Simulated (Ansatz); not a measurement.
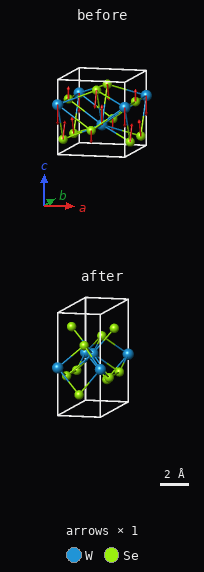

The structure of crystalline WSe3 (a generated structure, set up in Pmmn) (coarse preliminary run) before (top) and after (bottom) a relaxation, at one scale. The red arrows give the displacements (the part carried along by the change of the cell is left out), at their true length.

Style: ball-and-stick. Shown: the cell of the calculation, slightly off an axis.

The calculation used DFT PBE, scalar-relativistic, plane waves, PAW in Ansatz.

Input
```yaml
crystal:
  lattice:
    - [5.12360084, 0.0, 0.0]
    - [0.0, 6.12074533, 0.0]
    - [0.0, 0.0, 5.58381733]
  atoms:
    - { symbol: W, position: [0.5, 0.5, 0.33546913] }
    - { symbol: W, position: [0.0, 0.0, 0.66453087] }
    - { symbol: Se, position: [0.0, 0.5, 0.66267759] }
    - { symbol: Se, position: [0.5, 0.0, 0.33732241] }
    - { symbol: Se, position: [0.0, 0.74853367, 0.16322221] }
    - { symbol: Se, position: [0.5, 0.75146633, 0.83677779] }
    - { symbol: Se, position: [0.0, 0.25146633, 0.16322221] }
    - { symbol: Se, position: [0.5, 0.24853367, 0.83677779] }
basis:
  ecutwfc: 420
kpoints:
  mp_grid: { grid: [4, 4, 4] }
hamiltonian:
  xc: pbe
scf:
  occupations: { method: gaussian, width: 0.1 }
  lower_state_search: "off"
output:
  forces: true
  stress: true
  eigenvalues: true
relax:
  adjacent_minimum: "off"
  f_tol: 0.04
  max_steps: 70
  cell: { stress_tol: 0.4 }
```

Run as
```bash
ansatz run input.yaml --threads 1 --pin off --max-ram 2560MiB --backend cpu --events-out ev --progress --plain --runs-dir out
```

Describe what moved and what it gained.

The largest moves relative to the cell, 1.53 Å, are those of W1 and W2. W2 goes along −c. By element the largest moves are W 1.53 Å, Se 1.44 Å. The drawn cell changes as follows: a 5.124 → 3.263 Å (−36.3 %), b 6.121 → 7.914 Å (+29.3 %), c 5.584 → 7.660 Å (+37.2 %); the volume changes by +13.0 %. Near-neighbour distances that change, for instance: W1–Se6 3.182 → 7.149 Å, Se5–Se6 3.144 → 5.535 Å, Se5–Se7 3.078 → 5.031 Å, Se3–Se3 5.124 → 3.263 Å. Bonds break: W1–Se4 (3.06 → 4.68 Å), W1–Se6 (3.18 → 7.15 Å), W1–Se8 (3.18 → 7.15 Å), W2–Se3 (3.06 → 4.68 Å). Among the angles between lasting bonds that change: W1–Se5–W1 109.8° → 76.0°, W1–Se3–W1 109.0° → 79.7°, W1–Se5–W2 88.0° → 107.6°. The space group stays Pmmn (No. 59). The energy falls by 9.977 eV per cell of the calculation in 23 accepted moves (25 points after the start). The largest force component goes from 1.7 to 0.015 eV/Å. Pressure: −14.43 GPa at the start and 0.18 GPa at the end. The SCF was repeated twice at an unchanged geometry on a basis and grid sized afresh for the cell, which shifted the energy by 0.260 eV per cell of the calculation at most.
